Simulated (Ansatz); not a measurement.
Run report: AlN, geometry relaxation (part 3 of 3)

The same run, continued: AlN (slab, 48 atoms in the cell); DFT PBE+D3(BJ), scalar-relativistic, plane waves, PAW, no spin polarisation (Ansatz 0.2.0); cutoff 420 eV, 3×2×1 k-mesh, Gaussian smearing of 0.05 eV. The structure derives from an entry of the Crystallography Open Database. The input holds or restrains some coordinates. Forces given for the steps count only the free coordinates. It belongs to a series of runs on one base structure; here: clean slab, lower planes held.

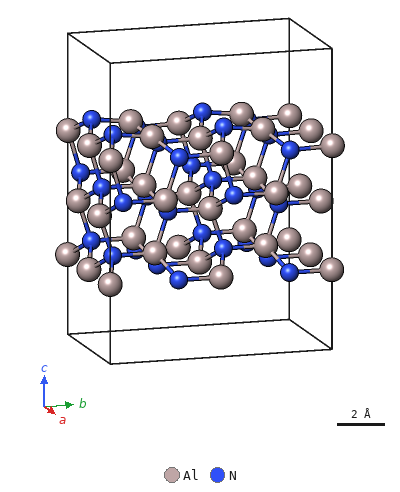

The geometry at step 6 of the log (ball-and-stick view of the cell of the calculation, with the vacuum cut short, seen slightly off an axis).

Output, continued
```
  k-point 3: bands = ["-15.6364", "-15.6364", "-15.1057", "-15.1057", "-15.0372", "-15.0372", "-14.6681", "-14.6681", "-14.3851", "-14.3851", "-14.0741", "-14.0741", "-14.0464", "-14.0464", "-13.7768", "-13.7768", "-13.2032", "-13.2032", "-12.9904", "-12.9904", "-12.7784", "-12.7784", "-12.5497", "-12.5497", "-6.1243", "-6.1243", "-6.0317", "-6.0317", "-5.9992", "-5.9992", "-5.8387", "-5.8387", "-5.7138", "-5.7138", "-5.5365", "-5.5365", "-5.4782", "-5.4782", "-5.3315", "-5.3315", "-5.1554", "-5.1554", "-4.7485", "-4.7485", "-4.5319", "-4.5319", "-4.3376", "-4.3376", "-3.8500", "-3.8500", "-3.8151", "-3.8151", "-3.7190", "-3.7190", "-3.7165", "-3.7165", "-3.4590", "-3.4590", "-3.2289", "-3.2289", "-3.1691", "-3.1691", "-2.9972", "-2.9972", "-2.9095", "-2.9095", "-2.8748", "-2.8748", "-2.6615", "-2.6615", "-2.3191", "-2.3191", "-2.0668", "-2.0668", "-2.0174", "-2.0174", "-1.8872", "-1.8872", "-1.7605", "-1.7605", "-1.7294", "-1.7294", "-1.6908", "-1.6908", "-1.5903", "-1.5903", "-1.2846", "-1.2846", "-0.8655", "-0.8655", "-0.8275", "-0.8275", "-0.6461", "-0.6461", "-0.5983", "-0.5983", "1.5555", "1.5555", "1.9957", "1.9957", "2.7914", "2.7914", "3.1813", "3.1813", "4.6749", "4.6749", "4.7286", "4.7286", "5.0826", "5.0826", "5.1600", "5.1600", "5.2999", "5.2999", "5.5122", "5.5122", "5.5646", "5.5646", "5.6425", "5.6425", "5.8120", "5.8120", "6.2287", "6.2287", "6.2476", "6.2476", "6.3977", "6.3977", "6.4630", "6.4630", "6.8222", "6.8222", "6.8307", "6.8307", "6.8931", "6.8931", "6.9375", "6.9375", "7.1032", "7.1032", "7.5380", "7.5380", "7.5633", "7.5633"]
--- Relaxed structure (6 steps of the walk, 6 accepted, 0 SCFs on fresh bases) ---
  F+E_penalty+E_count = -22173.01676196 eV   max|allowed force component| = 3.342e-3 eV/Å
  atoms:
    - { symbol: Al, position: [0.5, 0.9992212452000001, 0.35901362900000006] }
    - { symbol: Al, position: [0.5, 0.4992212452, 0.35901362900000006] }
    - { symbol: Al, position: [0.0, 0.9992212452000001, 0.35901362900000006] }
    - { symbol: Al, position: [0.0, 0.4992212452, 0.35901362900000006] }
    - { symbol: N, position: [0.5, 0.30827875480000005, 0.35901362900000006] }
    - { symbol: N, position: [0.5, 0.8082787548000002, 0.35901362900000006] }
    - { symbol: N, position: [0.0, 0.30827875480000005, 0.35901362900000006] }
    - { symbol: N, position: [0.0, 0.8082787548000002, 0.35901362900000006] }
    - { symbol: Al, position: [0.7500000000000001, 0.24922124520000002, 0.3992954493000001] }
    - { symbol: Al, position: [0.7500000000000001, 0.7492212452000001, 0.3992954493000001] }
    - { symbol: Al, position: [0.25, 0.24922124520000002, 0.3992954493000001] }
    - { symbol: Al, position: [0.25, 0.7492212452000001, 0.3992954493000001] }
    - { symbol: N, position: [0.7500000000000001, 0.058278754800000006, 0.3992954493000001] }
    - { symbol: N, position: [0.7500000000000001, 0.5582787548000001, 0.3992954493000001] }
    - { symbol: N, position: [0.25, 0.058278754800000006, 0.3992954493000001] }
    - { symbol: N, position: [0.25, 0.5582787548000001, 0.3992954493000001] }
    - { symbol: Al, position: [0.7500000000000001, 0.9992212452000001, 0.4798590899000001] }
    - { symbol: Al, position: [0.7500000000000001, 0.4992212452, 0.4798590899000001] }
    - { symbol: Al, position: [0.25, 0.9992212452000001, 0.4798590899000001] }
    - { symbol: Al, position: [0.25, 0.4992212452, 0.4798590899000001] }
    - { symbol: N, position: [0.7500000000000001, 0.30827875480000005, 0.4798590899000001] }
    - { symbol: N, position: [0.7500000000000001, 0.8082787548000002, 0.4798590899000001] }
    - { symbol: N, position: [0.25, 0.30827875480000005, 0.4798590899000001] }
    - { symbol: N, position: [0.25, 0.8082787548000002, 0.4798590899000001] }
    - { symbol: Al, position: [-8.586994313638753e-19, 0.2482737914571561, 0.5179823673628745] }
    - { symbol: Al, position: [-8.586994313638756e-19, 0.7482737914571561, 0.5179823673628745] }
    - { symbol: Al, position: [0.5, 0.2482737914571561, 0.5179823673628745] }
    - { symbol: Al, position: [0.5, 0.7482737914571561, 0.5179823673628745] }
    - { symbol: N, position: [-4.606537206484424e-19, 0.05809867176243307, 0.5189829487613553] }
    - { symbol: N, position: [-4.606537206484423e-19, 0.5580986717624332, 0.5189829487613553] }
    - { symbol: N, position: [0.5, 0.05809867176243307, 0.5189829487613553] }
    - { symbol: N, position: [0.5, 0.5580986717624332, 0.5189829487613553] }
    - { symbol: Al, position: [1.1997951052050787e-18, 1.002190581040132, 0.6037205175398357] }
    - { symbol: Al, position: [1.1997951052050787e-18, 0.5021905810401317, 0.6037205175398357] }
    - { symbol: Al, position: [0.5, 1.002190581040132, 0.6037205175398357] }
    - { symbol: Al, position: [0.5, 0.5021905810401317, 0.6037205175398357] }
    - { symbol: N, position: [3.3110422260117084e-20, 0.3113266576092425, 0.6007877815242935] }
    - { symbol: N, position: [3.311042226011727e-20, 0.8113266576092425, 0.6007877815242935] }
    - { symbol: N, position: [0.5, 0.3113266576092425, 0.6007877815242935] }
    - { symbol: N, position: [0.5, 0.8113266576092425, 0.6007877815242935] }
    - { symbol: Al, position: [0.25, 0.23635604577916514, 0.6292760871102605] }
    - { symbol: Al, position: [0.25, 0.7363560457791651, 0.6292760871102605] }
    - { symbol: Al, position: [0.7500000000000001, 0.23635604577916514, 0.6292760871102605] }
    - { symbol: Al, position: [0.7500000000000001, 0.7363560457791651, 0.6292760871102605] }
    - { symbol: N, position: [0.25, 0.05995274219182878, 0.6388904295549195] }
    - { symbol: N, position: [0.25, 0.5599527421918289, 0.6388904295549195] }
    - { symbol: N, position: [0.7500000000000001, 0.05995274219182878, 0.6388904295549195] }
    - { symbol: N, position: [0.7500000000000001, 0.5599527421918289, 0.6388904295549195] }
```

Trajectory as extended XYZ (Å, eV, eV/Å), 2 of the 6 frames kept, from step=1 to step=6
```
48
Lattice="6.2188 0.0000 0.0000 0.0000 9.9576 0.0000 0.0000 0.0000 22.2833" Properties=species:S:1:pos:R:3:forces:R:3 step=1 energy=-22171.07806
Al    3.1094    9.9498    8.0000    0.0000  -1.8301   1.8641
Al    3.1094    4.9710    8.0000    0.0000  -1.8301   1.8641
Al    0.0000    9.9498    8.0000    0.0000  -1.8301   1.8641
Al    0.0000    4.9710    8.0000    0.0000  -1.8301   1.8641
N     3.1094    3.0697    8.0000    0.0000   0.8080   0.3225
N     3.1094    8.0485    8.0000    0.0000   0.8080   0.3225
N     0.0000    3.0697    8.0000    0.0000   0.8080   0.3225
N     0.0000    8.0485    8.0000    0.0000   0.8080   0.3225
Al    4.6641    2.4816    8.8976    0.0000   1.0500  -1.5947
Al    4.6641    7.4604    8.8976    0.0000   1.0500  -1.5947
Al    1.5547    2.4816    8.8976    0.0000   1.0500  -1.5947
Al    1.5547    7.4604    8.8976    0.0000   1.0500  -1.5947
N     4.6641    0.5803    8.8976    0.0000   0.3262  -1.2360
N     4.6641    5.5591    8.8976    0.0000   0.3262  -1.2360
N     1.5547    0.5803    8.8976    0.0000   0.3262  -1.2360
N     1.5547    5.5591    8.8976    0.0000   0.3262  -1.2360
Al    4.6641    9.9498   10.6928    0.0000  -0.2992   0.3691
Al    4.6641    4.9710   10.6928    0.0000  -0.2992   0.3691
Al    1.5547    9.9498   10.6928    0.0000  -0.2992   0.3691
Al    1.5547    4.9710   10.6928    0.0000  -0.2992   0.3691
N     4.6641    3.0697   10.6928    0.0000  -0.0548   0.7082
N     4.6641    8.0485   10.6928    0.0000  -0.0548   0.7082
N     1.5547    3.0697   10.6928    0.0000  -0.0548   0.7082
N     1.5547    8.0485   10.6928    0.0000  -0.0548   0.7082
Al    0.0000    2.4816   11.5904    0.0000  -0.2992  -0.3691
Al    0.0000    7.4604   11.5904    0.0000  -0.2992  -0.3691
Al    3.1094    2.4816   11.5904    0.0000  -0.2992  -0.3691
Al    3.1094    7.4604   11.5904    0.0000  -0.2992  -0.3691
N     0.0000    0.5803   11.5904    0.0000  -0.0548  -0.7082
N     0.0000    5.5591   11.5904    0.0000  -0.0548  -0.7082
N     3.1094    0.5803   11.5904    0.0000  -0.0548  -0.7082
N     3.1094    5.5591   11.5904    0.0000  -0.0548  -0.7082
Al    0.0000    9.9498   13.3857    0.0000   1.0500   1.5947
Al    0.0000    4.9710   13.3857    0.0000   1.0500   1.5947
Al    3.1094    9.9498   13.3857    0.0000   1.0500   1.5947
Al    3.1094    4.9710   13.3857    0.0000   1.0500   1.5947
N     0.0000    3.0697   13.3857    0.0000   0.3262   1.2360
N     0.0000    8.0485   13.3857    0.0000   0.3262   1.2360
N     3.1094    3.0697   13.3857    0.0000   0.3262   1.2360
N     3.1094    8.0485   13.3857    0.0000   0.3262   1.2360
Al    1.5547    2.4816   14.2833    0.0000  -1.8301  -1.8641
Al    1.5547    7.4604   14.2833    0.0000  -1.8301  -1.8641
Al    4.6641    2.4816   14.2833    0.0000  -1.8301  -1.8641
Al    4.6641    7.4604   14.2833    0.0000  -1.8301  -1.8641
N     1.5547    0.5803   14.2833    0.0000   0.8080  -0.3225
N     1.5547    5.5591   14.2833    0.0000   0.8080  -0.3225
N     4.6641    0.5803   14.2833    0.0000   0.8080  -0.3225
N     4.6641    5.5591   14.2833    0.0000   0.8080  -0.3225
48
Lattice="6.2188 0.0000 0.0000 0.0000 9.9576 0.0000 0.0000 0.0000 22.2833" Properties=species:S:1:pos:R:3:forces:R:3 step=6 energy=-22173.01676
Al    3.1094    9.9498    8.0000    0.0000  -1.8105   1.8787
Al    3.1094    4.9710    8.0000    0.0000  -1.8105   1.8787
Al    0.0000    9.9498    8.0000    0.0000  -1.8105   1.8787
Al    0.0000    4.9710    8.0000    0.0000  -1.8105   1.8787
N     3.1094    3.0697    8.0000    0.0000   0.7998   0.3510
N     3.1094    8.0485    8.0000    0.0000   0.7998   0.3510
N     0.0000    3.0697    8.0000    0.0000   0.7998   0.3510
N     0.0000    8.0485    8.0000    0.0000   0.7998   0.3510
Al    4.6641    2.4816    8.8976    0.0000   1.0153  -1.7208
Al    4.6641    7.4604    8.8976    0.0000   1.0153  -1.7208
Al    1.5547    2.4816    8.8976    0.0000   1.0153  -1.7208
Al    1.5547    7.4604    8.8976    0.0000   1.0153  -1.7208
N     4.6641    0.5803    8.8976    0.0000   0.3197  -1.3144
N     4.6641    5.5591    8.8976    0.0000   0.3197  -1.3144
N     1.5547    0.5803    8.8976    0.0000   0.3197  -1.3144
N     1.5547    5.5591    8.8976    0.0000   0.3197  -1.3144
Al    4.6641    9.9498   10.6928    0.0000  -0.3199   0.3608
Al    4.6641    4.9710   10.6928    0.0000  -0.3199   0.3608
Al    1.5547    9.9498   10.6928    0.0000  -0.3199   0.3608
Al    1.5547    4.9710   10.6928    0.0000  -0.3199   0.3608
N     4.6641    3.0697   10.6928    0.0000  -0.0048   0.4496
N     4.6641    8.0485   10.6928    0.0000  -0.0048   0.4496
N     1.5547    3.0697   10.6928    0.0000  -0.0048   0.4496
N     1.5547    8.0485   10.6928    0.0000  -0.0048   0.4496
Al    0.0000    2.4722   11.5423    0.0000   0.0001   0.0033
Al    0.0000    7.4510   11.5423    0.0000   0.0001   0.0033
Al    3.1094    2.4722   11.5423    0.0000   0.0001   0.0033
Al    3.1094    7.4510   11.5423    0.0000   0.0001   0.0033
N     0.0000    0.5785   11.5646    0.0000   0.0011  -0.0027
N     0.0000    5.5573   11.5646    0.0000   0.0011  -0.0027
N     3.1094    0.5785   11.5646    0.0000   0.0011  -0.0027
N     3.1094    5.5573   11.5646    0.0000   0.0011  -0.0027
Al    0.0000    9.9794   13.4529    0.0000  -0.0025  -0.0008
Al    0.0000    5.0006   13.4529    0.0000  -0.0025  -0.0008
Al    3.1094    9.9794   13.4529    0.0000  -0.0025  -0.0008
Al    3.1094    5.0006   13.4529    0.0000  -0.0025  -0.0008
N     0.0000    3.1001   13.3875    0.0000  -0.0009  -0.0006
N     0.0000    8.0788   13.3875    0.0000  -0.0009  -0.0006
N     3.1094    3.1001   13.3875    0.0000  -0.0009  -0.0006
N     3.1094    8.0788   13.3875    0.0000  -0.0009  -0.0006
Al    1.5547    2.3535   14.0223    0.0000  -0.0006  -0.0009
Al    1.5547    7.3323   14.0223    0.0000  -0.0006  -0.0009
Al    4.6641    2.3535   14.0223    0.0000  -0.0006  -0.0009
Al    4.6641    7.3323   14.0223    0.0000  -0.0006  -0.0009
N     1.5547    0.5970   14.2366    0.0000   0.0033  -0.0033
N     1.5547    5.5758   14.2366    0.0000   0.0033  -0.0033
N     4.6641    0.5970   14.2366    0.0000   0.0033  -0.0033
N     4.6641    5.5758   14.2366    0.0000   0.0033  -0.0033
```

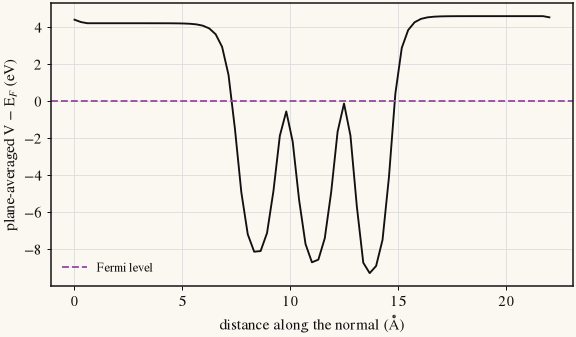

Plane average of the electrostatic potential energy of an electron across the cell, from the Fermi level. The vacuum level lies 4.58 eV above the Fermi level on the upper side and 4.20 eV on the lower.

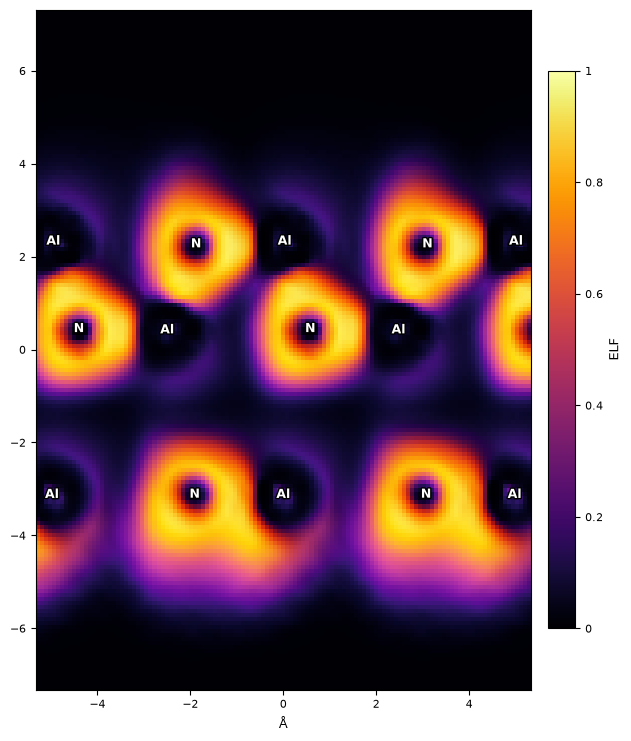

Electron localisation function on the (100) plane of the calculation cell, a cut from vacuum to vacuum. The section cuts through Al and N sites. Al–N (1.90 Å): the ELF is about 0.85 at the midpoint. Al–N (1.95 Å): the ELF is about 0.85 at the midpoint. The fields are those of the smooth PAW valence density.

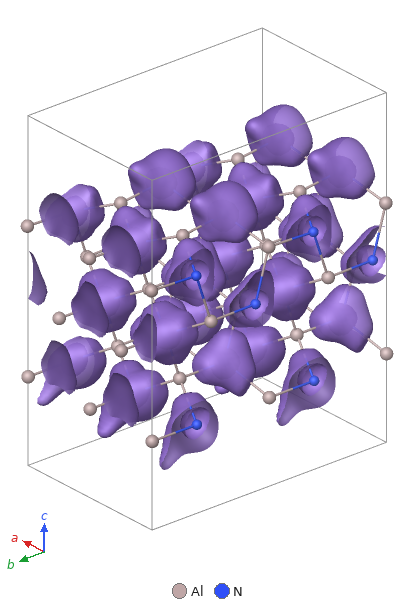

Isosurface of the ELF at 0.75 (purple), seen at an oblique angle. Core shells and regions of very low density are left out. Sticks mark near contacts. Along the contacts the grid gives the following. Al–N (1.77 Å): the ELF is about 0.80 at the midpoint. Al–N (1.83 Å): the ELF is about 0.85 at the midpoint.
